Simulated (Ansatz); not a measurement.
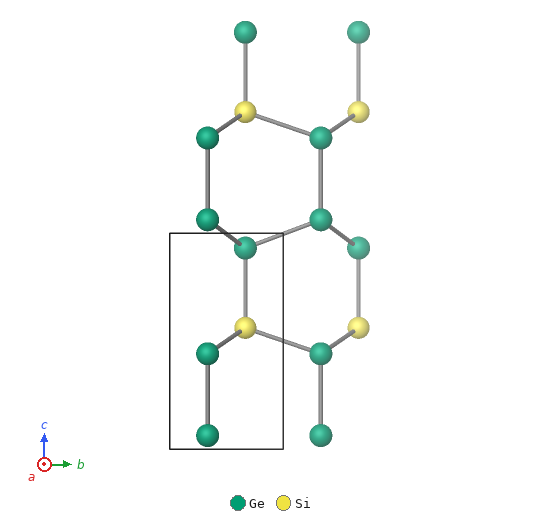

Projection along an edge of the hexagonal mesh, stacking direction c upwards. Every atom sits on one of the three columns of the mesh; call them A, B, C in the order in which they first turn up. The sequence starts with the first layer at or above the cell's origin.

SiGe₃. Coordinates: the geometry relaxed with DFT PBE, scalar-relativistic, plane waves, PAW in Ansatz 0.2.0.

### List the layers of one repeat.

Ge(A) – Ge(A) – Si(B) – Ge(B) (four layers in 6.60 Å).

### How are the Ge and Si layers alone stacked?

Ge and Si layers alone: AABB, a sequence in which some neighbouring layers lie directly above each other.
